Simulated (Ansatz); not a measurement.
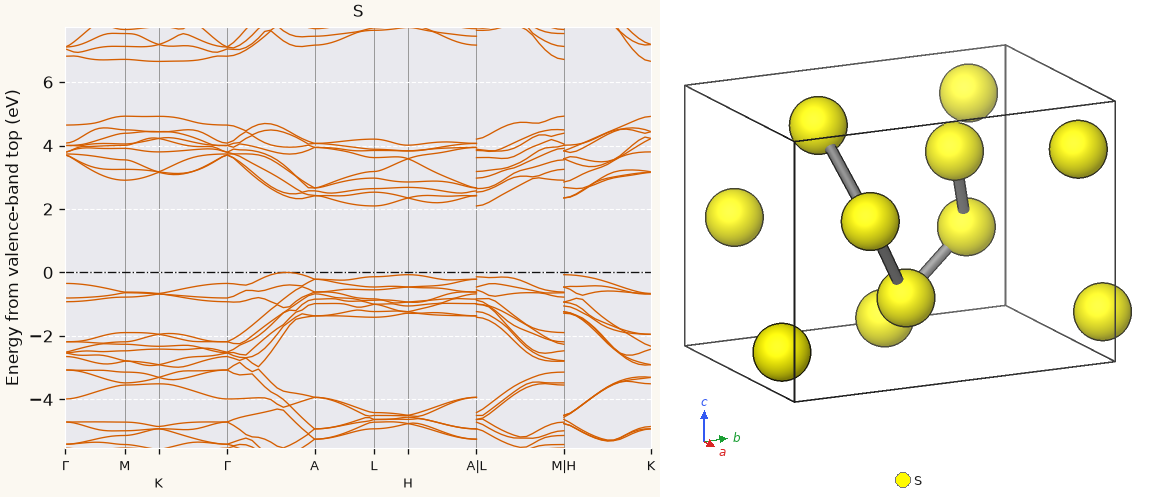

Band structure, beside the structure. Energies are counted from the top of the valence band.

The Ansatz input:

```
crystal:
  lattice:
    - [7.4551384813, 0.0, 0.0]
    - [-3.7275692406, 6.4563393135, 0.0]
    - [0.0, 0.0, 4.3787249812]
  atoms:
    - { symbol: S, position: [0.1150398689, 0.1150398689, 0.5] }
    - { symbol: S, position: [0.4552722262, 0.6851521634, 0.7386674018] }
    - { symbol: S, position: [0.6851521634, 0.4552722262, 0.2613325982] }
    - { symbol: S, position: [0.8849601311, 0.0, 0.1666666667] }
    - { symbol: S, position: [0.2298799372, 0.5447277738, 0.0720007352] }
    - { symbol: S, position: [0.3148478366, 0.7701200628, 0.4053340685] }
    - { symbol: S, position: [0.5447277738, 0.2298799372, 0.9279992648] }
    - { symbol: S, position: [0.7701200628, 0.3148478366, 0.5946659315] }
    - { symbol: S, position: [0.0, 0.8849601311, 0.8333333333] }
basis:
  ecutwfc: 500
kpoints:
  mp_grid: { grid: [6, 6, 6] }
  band_path:
    path:
      - [[0.0, 0.0, 0.0], [0.5, 0.0, 0.0], [0.33333333, 0.33333333, 0.0], [0.0, 0.0, 0.0], [0.0, 0.0, 0.5], [0.5, 0.0, 0.5], [0.33333333, 0.33333333, 0.5], [0.0, 0.0, 0.5]]
      - [[0.5, 0.0, 0.5], [0.5, 0.0, 0.0]]
      - [[0.33333333, 0.33333333, 0.5], [0.33333333, 0.33333333, 0.0]]
    npoints: 14
hamiltonian:
  xc: r2scan
scf:
  occupations: { method: gaussian, width: 0.02 }
  n_extra_bands: 22
output:
  forces: true
  stress: true
  eigenvalues: true
  populations: true
  dos: { projected: true, de: 0.02, nscf_kmesh: { grid: [9, 9, 9] } }
  bader: true
  write_density: true
  write_potential: true
  elf: true
  volumetric_format: npy
```

Run as:
```bash
ansatz run input.yaml --threads 2 --pin off --max-ram 5120MiB --backend cpu --events-out ev --progress --plain --runs-dir out
```

Q: Metal, semiconductor or insulator, and what is the gap?

A: The bands leave a gap. The gap along this path is 2.10 eV and indirect, from the valence-band top between Γ and A to the conduction-band bottom at L; the smallest direct gap is 2.23 eV, at L.

Q: What are the direct gaps at Γ, A and M?

A: The direct gaps are 4.05 eV at Γ, 2.63 eV at A and 3.53 eV at M.

Q: How much do the top valence band and the lowest conduction band disperse along the path?

A: The top valence band spans 0.7 eV and the lowest conduction band 1.6 eV.
